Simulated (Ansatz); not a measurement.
System: a (100) slab cut from Ti (P6_3/mmc), 10 atoms in the cell. Starting structure of the relaxation:

```cif
data_structure
_symmetry_space_group_name_H-M 'P 1'
_symmetry_Int_Tables_number 1
_cell_length_a 2.9004
_cell_length_b 4.5910
_cell_length_c 25.8847
_cell_angle_alpha 90.000
_cell_angle_beta 90.000
_cell_angle_gamma 90.000
_cell_volume 344.68
loop_
_atom_site_label
_atom_site_type_symbol
_atom_site_fract_x
_atom_site_fract_y
_atom_site_fract_z
_atom_site_occupancy
Ti1 Ti 0.00000 0.75000 0.28975 1
Ti2 Ti 0.50000 0.25000 0.32209 1
Ti3 Ti 0.50000 0.75000 0.38679 1
Ti4 Ti 0.00000 0.25000 0.41913 1
Ti5 Ti 0.00000 0.75000 0.48383 1
Ti6 Ti 0.50000 0.25000 0.51617 1
Ti7 Ti 0.50000 0.75000 0.58087 1
Ti8 Ti 0.00000 0.25000 0.61321 1
Ti9 Ti 0.00000 0.75000 0.67791 1
Ti10 Ti 0.50000 0.25000 0.71025 1
```

Computed with Ansatz: DFT PBEsol, scalar-relativistic, plane waves, PAW, no spin polarisation, 12×8×1 k mesh, 420 eV cutoff, Gaussian smearing of 0.1 eV.

What does the potential across the slab give for the work function?

The work function is 3.97 eV, the same on both faces. The two vacuum levels agree, so the slab has no net dipole along its normal. The outermost atoms are 10.7 Å apart, which leaves 15.2 Å of vacuum in a cell 25.9 Å high.

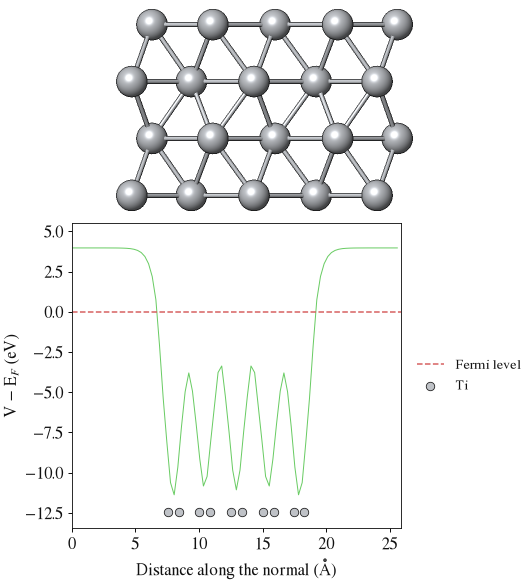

Plane-averaged electrostatic potential energy of an electron across the slab; circles at the bottom mark the heights of the atoms (positions after relaxation). The structure is drawn too.
